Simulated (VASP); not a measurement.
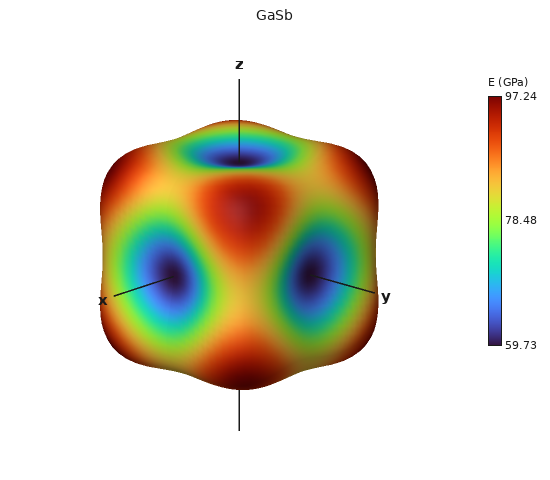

The picture above shows the Young's modulus as a surface whose radius and colour give its value in each direction for GaSb, space group F-43m (No. 216).

The given structure:
```yaml
crystal:
  lattice:
    - [0.00000, 3.02507, 3.02507]
    - [3.02507, 0.00000, 3.02507]
    - [3.02507, 3.02507, 0.00000]
  atoms:
    - { symbol: Ga, position: [0.00000, 0.00000, 0.00000] }
    - { symbol: Sb, position: [0.25000, 0.25000, 0.25000] }
```

Computed with VASP 6.6.1: plane-wave DFT, no spin polarisation; elastic constants in Voigt order on the axes of the given cell. Level: LDA.

- k mesh: 12×12×12
- occupations: Fermi–Dirac
- smearing width: 0.15 eV
- potentials: VASP PAW LDA potentials, recommended
- wave cutoff: 600 eV

### Between which limits does E lie over all directions?

Over all directions E runs from 60 to 97 GPa, a ratio of 1.63.

### What is E along the Cartesian axes and along their diagonal?

E is 60 GPa along x, y and z alike, and 97 GPa along the body diagonal x + y + z.

Caveats: lda forms differ.
